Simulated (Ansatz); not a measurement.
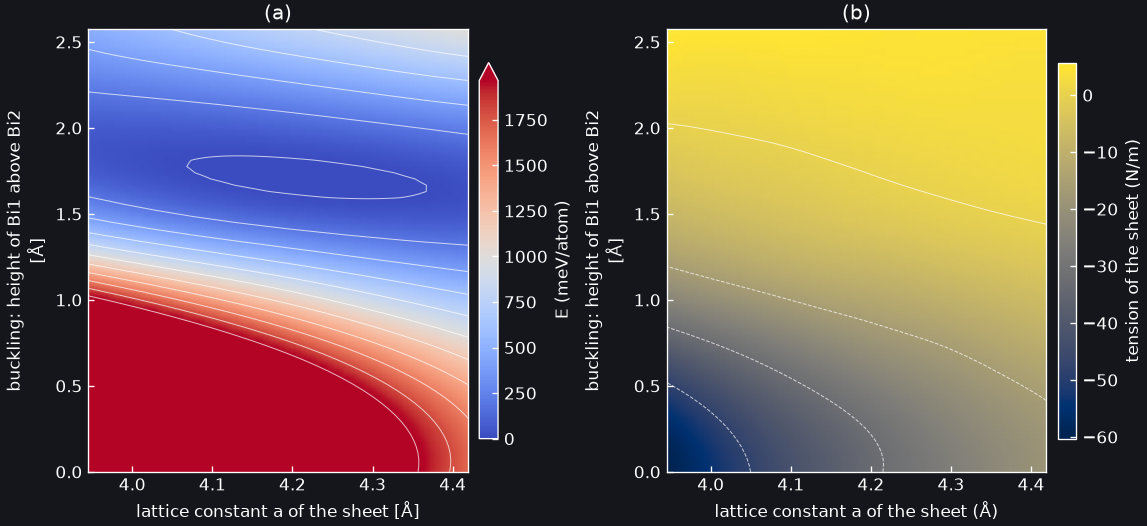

A two-dimensional sheet of Bi of the honeycomb type (2 atoms in the cell). 
- The lattice constant and the buckling of a sheet are varied, nothing relaxed.
- The first coordinate is: lattice constant a of the sheet (both vectors scaled alike); the second: buckling: height of Bi1 above Bi2.
- Grid: 8 × 8 points.
- Points are written as (first, second).
- All energies are given in meV/atom relative to the lowest grid point.
- The calculation used DFT LDA, scalar-relativistic, plane waves, PAW (Ansatz 0.2.0). Settings: cutoff 420 eV, k-mesh 9×9×1, gaussian smearing 0.02 eV, no spin polarisation.

Panel (a) is the energy and panel (b) the computed tension of the sheet on the same grid.

In the figure: a smooth colour map with a few white contour lines, one colour for all values above the top of the scale. Between grid points the surface is interpolated.

> How does the tension of the sheet vary over the map, and what is it at the lowest grid point?

It runs from −60 N/m at (3.945 Å, 0.000 Å) to 6 N/m at (3.945 Å, 2.573 Å). At the lowest grid point, (4.148 Å, 1.838 Å), it is 0 N/m.

| second ↓, first → | 3.945 | 4.013 | 4.081 | 4.148 | 4.216 | 4.284 | 4.351 | 4.419 |
| --- | --- | --- | --- | --- | --- | --- | --- | --- |
| 2.573 | 6 | 5 | 5 | 5 | 4 | 4 | 5 | 4 |
| 2.205 | 2 | 2 | 2 | 3 | 3 | 3 | 3 | 3 |
| 1.838 | −2 | −1 | −1 | 0 | 1 | 2 | 2 | 2 |
| 1.470 | −8 | −7 | −5 | −4 | −2 | −1 | 0 | 0 |
| 1.103 | −19 | −16 | −13 | −11 | −10 | −8 | −6 | −5 |
| 0.735 | −38 | −32 | −27 | −23 | −19 | −16 | −13 | −11 |
| 0.368 | −54 | −46 | −39 | −33 | −28 | −24 | −20 | −17 |
| 0.000 | −60 | −52 | −45 | −38 | −32 | −28 | −23 | −19 |
